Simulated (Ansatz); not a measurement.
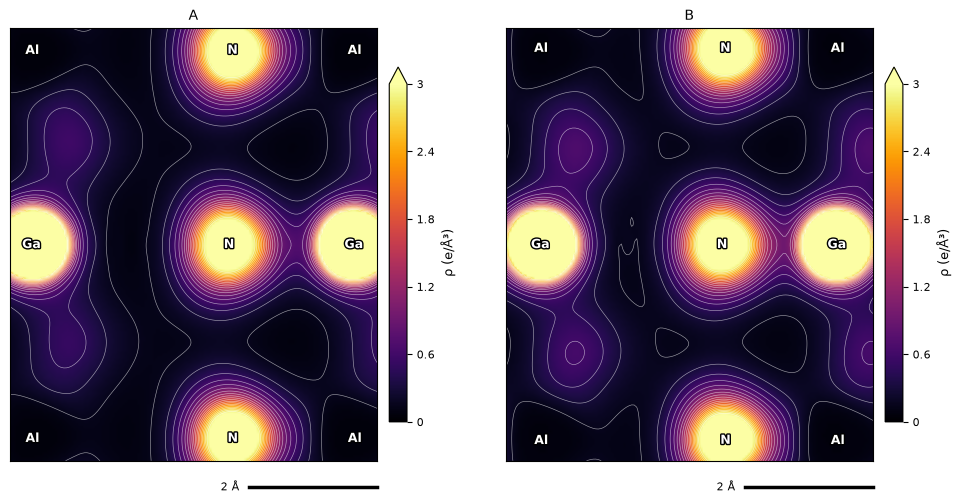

Al3GaN4. The valence electron density of two cells that differ in size and shape, on the (011̄) plane of each (indices in the axes of the calculation cell), at one length scale and on one colour scale; one has 9.0 and the other 10.3 Å³ an atom.

Space group Pm; a structure from a database of computed crystals, not necessarily the ambient phase.

Computed with DFT PBEsol, scalar-relativistic, plane waves, PAW in Ansatz 0.2.0.

Core electrons are frozen (PAW), and the valence fields are smoothed inside the atomic spheres.

**Which panel shows the smaller cell, and what does the compression change?**

Panel B is the smaller cell, by 12 % in volume. From the larger cell to the smaller, Ga–N goes from 1.96 to 1.80 Å, and the density at its midpoint from 0.74 to 0.98 e/Å³, the ELF there from 0.45 to 0.50; Al–N goes from 1.91 to 1.75 Å, and the density at its midpoint from 0.66 to 0.85 e/Å³; the pressure goes from 9 to 47 GPa; the Kohn–Sham gap goes from 3.7 eV to 4.5 eV.
